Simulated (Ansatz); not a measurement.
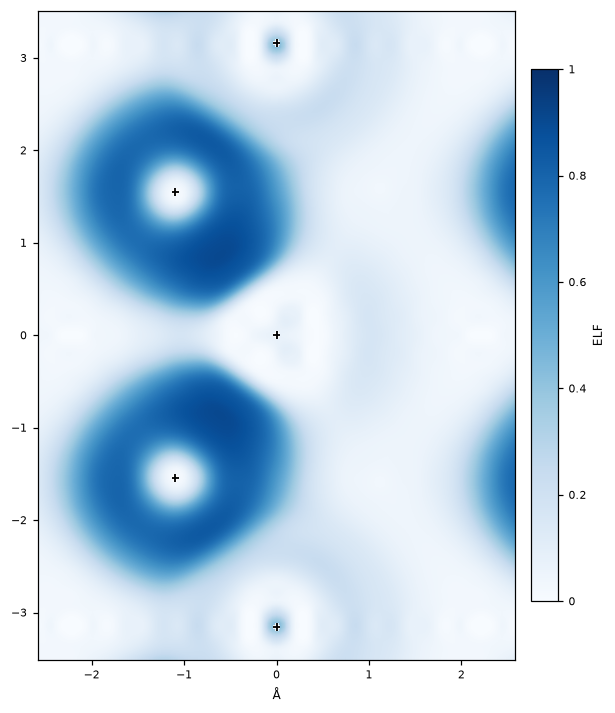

The ELF on a plane through atoms (crosses mark nuclei in the plane).

Theory: DFT, PBEsol, plane waves, PAW (Ansatz 0.2.0).

Candidates:
A. MgO, a = 4.21 Å, b = 4.21 Å, c = 4.21 Å, α = 90.00°, β = 90.00°, γ = 90.00°. Space group Fm-3m; a structure from a database of computed crystals, not necessarily the ambient phase; started from the database structure prototype, which need not be the ambient phase.
B. AlGa₃N₄, a = 4.47 Å, b = 4.47 Å, c = 4.47 Å, α = 90.00°, β = 90.00°, γ = 90.00°. Space group P-43m; a structure from a database of computed crystals, not necessarily the ambient phase; started from the database structure prototype, which need not be the ambient phase.

### Which system is this?

Candidate B: AlGa₃N₄ on the (101) plane of the conventional cell, which holds Al, Ga and N. Al–N (1.90 Å): the ELF peaks at about 0.90 between the atoms; a polar covalent bond. Ga–N (1.95 Å): the ELF peaks at about 0.85 in the valence shell of N, 0.7 Å from its nucleus, and is about 0.45 at the midpoint.
